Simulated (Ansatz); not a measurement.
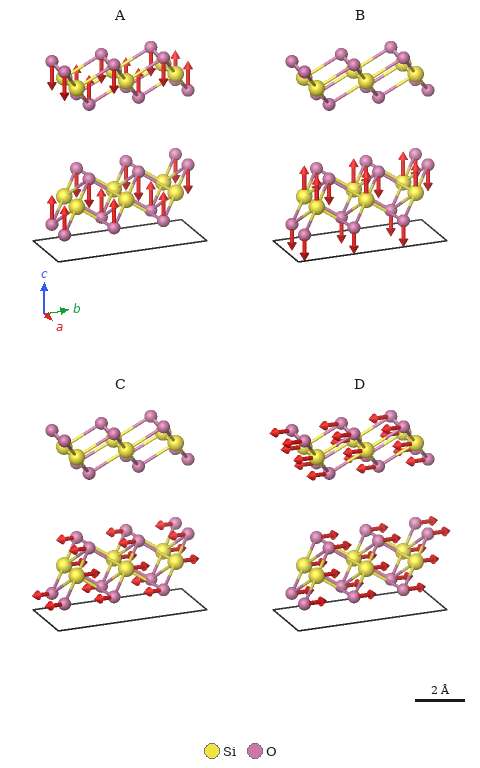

Four optical modes of a free-standing layer of SiO2 (a generated structure) at the zone centre, in no order (one member of each degenerate set). The red arrows are the displacements of the atoms (eigenvector over the root of the mass), of arbitrary overall length and sign. Style: ball-and-stick. Shown: the 2 × 3 repeat of the cell, outlined in the plane, without the vacuum, slightly off an axis.

The calculation used Ansatz, DFT PBE+D3(BJ), scalar-relativistic, plane waves, PAW. (plane-wave cutoff 420 eV; k-point mesh 12 × 12 × 1; occupations fixed; no spin polarisation)

Frequencies are those without the non-analytic (LO–TO) term.

### Order them from the lowest to the highest frequency (imaginary ones first).

D (19i cm⁻¹), C (553 cm⁻¹), A (687 cm⁻¹), B (941 cm⁻¹). D, E″: All motion is along b of the drawn cell; whole layers move rigidly against one another; the kinetic energy is shared as O 53 %, Si 47 %. C, 4-fold: All motion is along b of the drawn cell; the kinetic energy is shared as Si 53 %, O 47 %. A, A₁′: The Si atoms hardly move; all motion is along c of the drawn cell; atoms of one kind move against one another, with no net shift of any sublattice. B, doubly degenerate: All motion is along c of the drawn cell; the kinetic energy is shared as Si 53 %, O 47 %.
